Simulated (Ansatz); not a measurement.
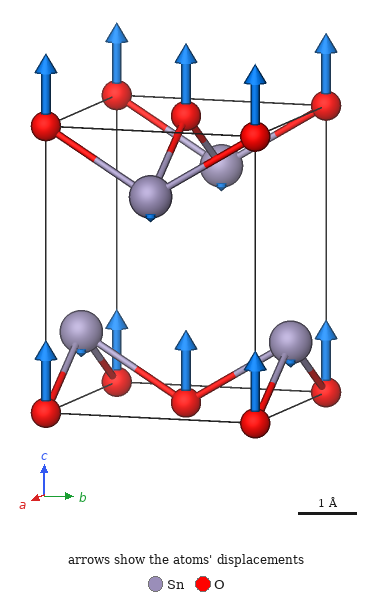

One vibrational mode of solid SnO at the zone centre. The blue arrows are the displacements of the atoms (eigenvector over the root of the mass), of arbitrary overall length and sign. A ball-and-stick model of the cell of the calculation, seen slightly off an axis.

Computed with DFT PBE, scalar-relativistic, plane waves, PAW (Ansatz 0.2.0). Settings: plane-wave cutoff 420 eV; k-point mesh 10 × 10 × 8; occupations fixed; no spin polarisation.

Frequencies are those without the non-analytic (LO–TO) term.

Describe the mode and give its frequency.

This is the A₂u mode at 370 cm⁻¹, optical level 5 of 6, counted from below, infrared-active by symmetry. The O sublattice moves against the Sn sublattice, along c; the kinetic energy is shared as O 88 %, Sn 12 %. Its infrared intensity is 24 (D/Å)²/amu.

Limits of the set-up: layers or molecules are held without a dispersion correction, so their spacing is unreliable.
